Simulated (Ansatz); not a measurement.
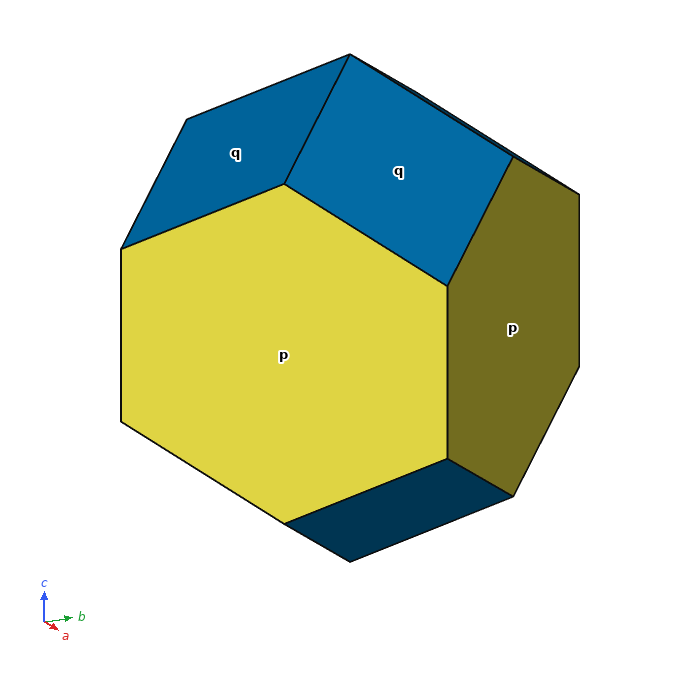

The shape was computed with the Donnay–Harker form of the Bravais–Friedel law: planes with larger spacing d grow more slowly and so show as larger faces; centring, glide planes and screw axes halve or divide d. Faces of one form share a colour. Cell of IrO2: space group P4_2/mnm (No. 136), a = 4.529 Å, b = 4.529 Å, c = 3.180 Å, α = 90.00°, β = 90.00°, γ = 90.00°. Source: coordinates from a relaxation with Ansatz 0.2.0, DFT PBE, scalar-relativistic, plane waves, PAW. Forms under 0.4 % of the area are left out.

Give the Miller indices of each colour.

yellow (p): {110} (d = 3.20 Å, 55 % of the area); blue (q): {101} (d = 2.60 Å, 45 % of the area).
